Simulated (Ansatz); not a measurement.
**Run report: PbTe, single-point calculation**

- system: PbTe (Fm-3m, 2 atoms in the cell)
- method: DFT r2SCAN, scalar-relativistic, plane waves, PAW, no spin polarisation (Ansatz 0.2.0)

It belongs to a series of runs on one base structure; here: bands on a fine mesh, Fermi surface.

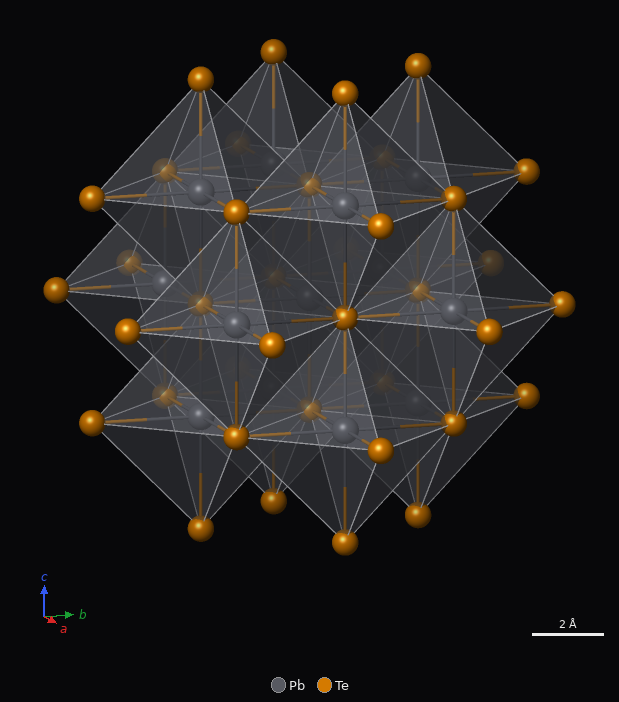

**Figure 1.** The structure as given in the input (polyhedral view of the cell 4 times as large as that of the calculation, set on its symmetry axes, seen slightly off an axis; polyhedra are completed across the faces of the cell).

Summary

```tsv
quantity	value
outcome	converged
space group (tolerance 0.01 Å)	Fm-3m (225)
electrons treated	30
free energy	−18916.6739 eV
Fermi energy	9.162 eV
gap on the k-point mesh	1.01 eV
pressure	1.70 GPa
largest force (length of the vector)	under 0.001 eV/Å
hardware	4 threads of Intel Xeon @ 2.50GHz (Skylake/Cascade Lake), 64 GiB of memory available, shared host
wall time	6.5 s (CPU time 23 s)
peak memory	0.69 GiB
```

Remarks

Spin–orbit coupling is left out, which matters for Pb.

The input
```yaml
crystal:
  lattice:
    - [0.0, 3.2270013417, 3.2270013417]
    - [3.2270013417, 0.0, 3.2270013417]
    - [3.2270013417, 3.2270013417, 0.0]
  atoms:
    - { symbol: Pb, position: [0.5, 0.5, 0.5] }
    - { symbol: Te, position: [0.0, 0.0, 0.0] }
basis:
  ecutwfc: 500
  ecutrho_ratio: 4
kpoints:
  mp_grid: { grid: [10, 10, 10] }
hamiltonian:
  xc: r2scan
scf:
  occupations: { method: gaussian, width: 0.05 }
output:
  forces: true
  stress: true
  eigenvalues: true
  eigenstates:
    nscf_kmesh: { grid: [16, 16, 16] }
    de_dk: true
    e_range: [-2.5, 3.508446310308]
  write_density: true
  write_potential: true
  elf: true
  volumetric_format: npy
```

Command:
```bash
ansatz run input.yaml --threads 4 --pin off --max-ram 9216MiB --backend cpu --events-out ev --progress --plain --runs-dir out
```

What the program printed
```
Engine: ansatz 0.2.0, x86_64-unknown-linux-gnu
Pseudopotentials: kind: paw
Pseudopotential: Pb, paw, valence charge 14, recommended cutoff 500 eV (meta_gga), Pb.paw.azcp
Pseudopotential: Te, paw, valence charge 16, recommended cutoff 500 eV (meta_gga), Te.paw.azcp
Functional definition: r2SCAN
  parameter k0 = 0.174
  parameter k1 = 0.065
  parameter a1 = 4.9479
  exchange = r2scan_x(k0 = k0, k1 = k1, a1 = a1)
  correlation = r2scan_c
Crystal: 2 atoms, lattice volume = 67.209 Å³
Basis set: ecut = 500 eV, 1687 PW (Γ), exchange–correlation on 144×144×144 points (64 copies of the dense FFT grid, shifted against one another)
Bands: 19, of which v1, the nominal top of the filled ones, is band 15 counted from 1 (14 counted from 0)
Symmetry: 48 space group operations
Space group: Fm-3m (ITA 225), of the structure as read, at distance tolerance 4.1e-5 Å
k-points: 47 of 1000
Non-local potential: Pb, projectors of the file, l = 0: 2, l = 1: 2, l = 2: 2, l = 3: 2
Non-local potential: Te, projectors of the file, l = 0: 2, l = 1: 2, l = 2: 2, l = 3: 2
PAW form: soft (Blöchl's): semilocal exchange-correlation on the pseudo side does not see the compensation charge
PAW frozen core: Pb, regenerated for the run's functional (the file was generated under x = pbe(κ = 0.804, μ = 0.2195149727645171), c = pbe(β = 0.06672455060314922))
PAW frozen core: Te, regenerated for the run's functional (the file was generated under x = pbe(κ = 0.804, μ = 0.2195149727645171), c = pbe(β = 0.06672455060314922))
PAW one-centre angular grid: Pb, 590 points (default); XC on 160 Gauss nodes
PAW one-centre angular grid: Te, 590 points (default); XC on 160 Gauss nodes
Initial density: superposition of atomic densities (neutral atoms: chi_scale 0, normalization atom), corrected by the library's trained network
Initial wavefunctions: pseudopotential atomic-orbital guess
Functional: x = r2scan, c = r2scan; τ floored in thin density (d = 2e-4 eV/Å³)
SCF iter   1: F=—  HF=-18916.670505 eV  |F-HF|=—  |Δ(HF+E_count)|=         —  Δρ=4.93e-3  dr2=1.16e-2  dr2_τ=9.41e-4  ethr=1.77e-3  ⟨swp⟩=6.6  Hψ=4787  notcnv=0
preconditioner: auto → none  [insulator: Δε(μ)=0.991 eV  Ē_g=15.523 eV  σ=0.050 eV  W_gap=1.00  n_scr=14 (ndim 8)  ℏωp=20.3 eV  f_vac=0.014  D(μ)=0.00/eV (n_scr^D=0)  ε∞_Penn≈2.7]
SCF iter   2: F=—  HF=-18916.673598 eV  |F-HF|=—  |Δ(HF+E_count)|=   3.09e-3  Δρ=1.40e-3  dr2=1.22e-3  dr2_τ=8.92e-5  ethr=3.86e-5  ⟨swp⟩=2.0  Hψ=1927  notcnv=0
SCF iter   3: F=—  HF=-18916.673830 eV  |F-HF|=—  |Δ(HF+E_count)|=   2.32e-4  Δρ=4.95e-4  dr2=8.86e-5  dr2_τ=8.50e-6  ethr=4.07e-6  ⟨swp⟩=3.0  Hψ=1598  notcnv=0
SCF iter   4: F=—  HF=-18916.673882 eV  |F-HF|=—  |Δ(HF+E_count)|=   5.14e-5  Δρ=1.72e-4  dr2=1.39e-5  dr2_τ=2.50e-7  ethr=2.95e-7  ⟨swp⟩=2.1  Hψ=1576  notcnv=0
SCF iter   5: F=—  HF=-18916.673884 eV  |F-HF|=—  |Δ(HF+E_count)|=   1.99e-6  Δρ=4.54e-5  dr2=1.13e-6  dr2_τ=2.17e-8  ethr=4.63e-8  ⟨swp⟩=2.3  Hψ=1276  notcnv=0
SCF iter   6: F=—  HF=-18916.673886 eV  |F-HF|=—  |Δ(HF+E_count)|=   2.31e-6  Δρ=7.47e-6  dr2=2.24e-8  dr2_τ=6.47e-10  ethr=3.78e-9  ⟨swp⟩=2.3  Hψ=1214  notcnv=0
SCF iter   7: F=—  HF=-18916.673886 eV  |F-HF|=—  |Δ(HF+E_count)|=   9.54e-9  Δρ=2.01e-6  dr2=2.53e-9  dr2_τ=6.75e-11  ethr=7.48e-11  ⟨swp⟩=2.0  Hψ=1598  notcnv=0
SCF iter   8: F=—  HF=-18916.673886 eV  |F-HF|=—  |Δ(HF+E_count)|=  1.35e-10  Δρ=4.24e-7  dr2=1.02e-10  dr2_τ=1.92e-12  ethr=8.44e-12  ⟨swp⟩=2.0  Hψ=1590  notcnv=0
SCF iter   9: F=-18916.673886 eV  HF=-18916.673886 eV  |F-HF|=1.09e-11  |Δ(HF+E_count)|=  1.09e-11  Δρ=3.35e-8  dr2=5.93e-13  dr2_τ=2.60e-14  ethr=1.00e-12  ⟨swp⟩=6.8  Hψ=4361  notcnv=0
SCF 1 converged in 9 iterations: F = -18916.673886 eV  dr2 = 5.93e-13
  greatest PAW one-centre occupation: 0.997 electrons in one spin orbital (limit 2), on the Te atom at site 1 (counted from 0), in its partial waves of l = 2
```

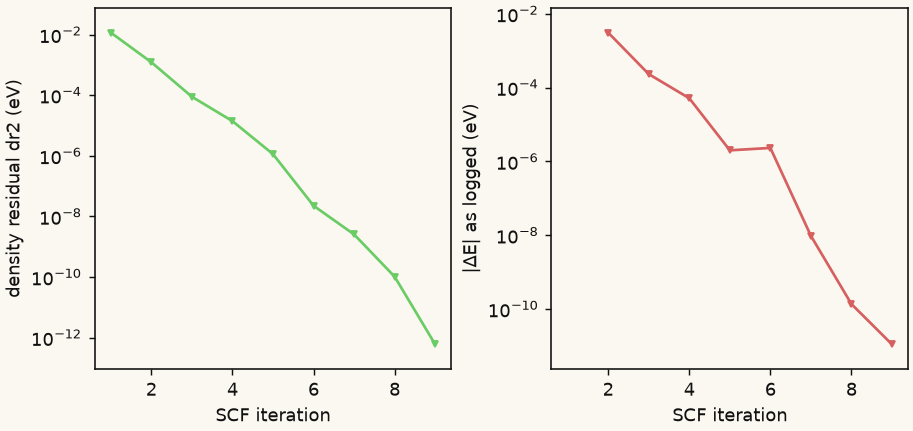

**Figure 2.** Convergence of the self-consistent field: density residual dr2 and size of the energy change against the SCF iteration. The residual falls at every step.

```
NSCF: frozen V_eff on 145 k-points
SCF converged after 9 iterations
Free energy (F): -18916.673886 eV
Harris-Foulkes:  -18916.673886 eV  (|F-HF|=1.09e-11)
Internal energy: -18916.673886 eV  (E = F + TS)
E sigma→0 (E₀):  -18916.673886 eV
Fermi energy:    9.161579 eV
--- Per-component energies (eV) ---
  E_band       = -335.904344
  E_kinetic    = 467.764585
  E_local      = -2382.178311  (includes V_loc(G=0)·N_el)
  E_nonlocal   = 40.595036
  E_hartree    = 1255.078572
  E_xc         = -324.128837
  E_vxc        = -257.384926  (∫ρ·V_xc dr)
  E_paw        = -15118.600979  (= ΣΔE_a)
  E_vpaw       = -732.157690  (= ΣTr[D̂ρ^β])
  E_aug_tail   = -0.000021  (compensation charges beyond the density's cutoff)
  E_vtau       = 17.299856  (kinetic-family band-sum trace: ∫τ·v_τ [+ j·A + Jᵃ·Aᵃ] dr)
  E_ewald      = -2856.454288
  E_core_change = 1.250358  (= ΣΔE_core)
  E_smearing   = -0.000000  (= −TS)
  E_closure    = 0.000000  (closes the sum)
  Σ components = -18916.673886   (vs F -18916.673886, Δ=0.00e0)
--- Forces (eV/Å), atoms counted from 1 ---
  atom   1  Pb     0.00000000     0.00000000    -0.00000000
  atom   2  Te    -0.00000000     0.00000000    -0.00000000
  max |Σ_I F_I| component: 7.37e-29 eV/Å
--- Stress (GPa, compression-positive) ---
        1.701449      -0.000000       0.000000
       -0.000000       1.701449      -0.000000
        0.000000       0.000000       1.701449
  P = ⅓ Tr σ = 1.7014 GPa (17.014 kbar)
--- Band table (eV; the first three rows and the last of 47) ---
  k-point 0: bands = ["-28.3718", "-28.3718", "-28.3639", "-28.3639", "-28.3639", "-8.7789", "-8.7789", "-8.7715", "-8.7715", "-8.7715", "-3.9055", "3.0380", "7.1284", "7.1284", "7.1284", "12.9978", "12.9978", "12.9978", "14.8345"]
  k-point 1: bands = ["-28.3717", "-28.3717", "-28.3639", "-28.3638", "-28.3638", "-8.7804", "-8.7804", "-8.7713", "-8.7701", "-8.7701", "-3.8147", "2.7044", "7.1564", "7.1564", "7.3343", "12.4616", "12.5635", "12.5635", "14.6876"]
  k-point 2: bands = ["-28.3717", "-28.3717", "-28.3638", "-28.3637", "-28.3637", "-8.7849", "-8.7849", "-8.7707", "-8.7659", "-8.7659", "-3.5488", "1.9125", "7.2418", "7.2418", "7.7582", "11.4997", "11.7116", "11.7116", "14.7631"]
  k-point 46: bands = ["-28.3719", "-28.3714", "-28.3637", "-28.3633", "-28.3629", "-8.8323", "-8.7807", "-8.7695", "-8.7585", "-8.7454", "-1.9639", "0.4627", "4.4081", "4.9217", "7.7837", "11.0307", "13.6535", "14.7444", "15.3621"]
--- Fermi surface from the table of eigenstates not read: on its mesh, or on one of the eight of every second point, the electrons fill whole bands (an insulator's do; a metal wants a denser output.eigenstates.nscf_kmesh) ---
```

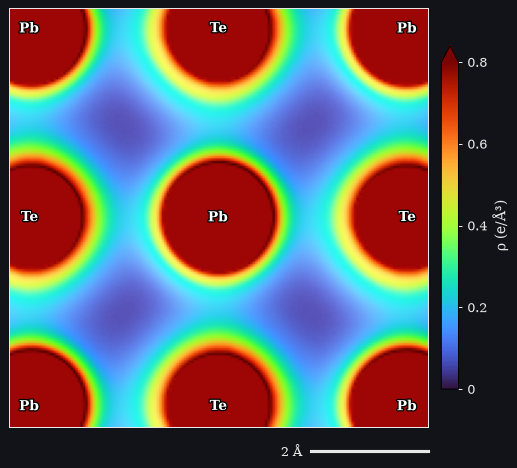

**Figure 3.** Valence charge density (pseudo) on the (001) plane of the conventional cell. The plane passes through Pb and Te nuclei. Te–Pb (3.23 Å): the density is about 0.2 e/Å³ at the midpoint. Away from the nuclei the density in this plane falls to 0.04 e/Å³ at its lowest. In a PAW calculation such maps are meaningful between the atoms, not at the nuclei.

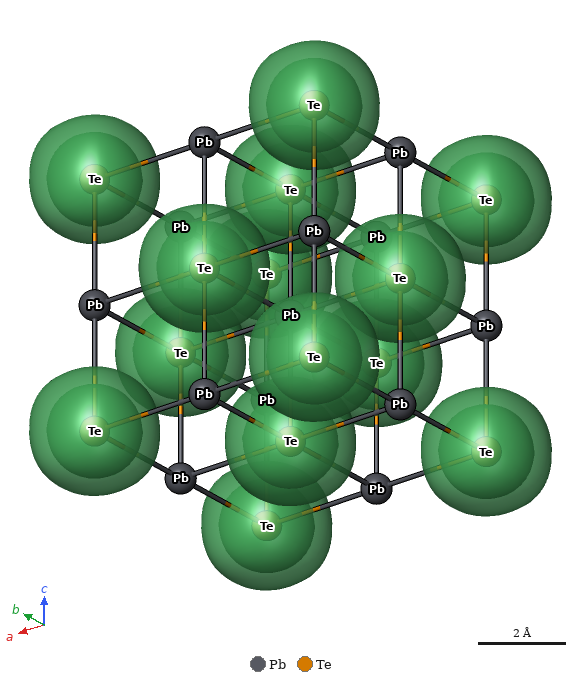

**Figure 4.** Isosurface of the electron localisation function at 0.6 (green), seen at an oblique angle. Only the valence region is drawn (cores and ρ < 0.01 e/Å³ removed). Sticks mark near contacts. The outline is the cell set on symmetry axes. Along the contacts the grid gives the following. Te–Pb (3.23 Å): the ELF peaks at about 0.65 in the valence shell of Te, 1.3 Å from its nucleus, and drops to about 0.25 between the two atoms.
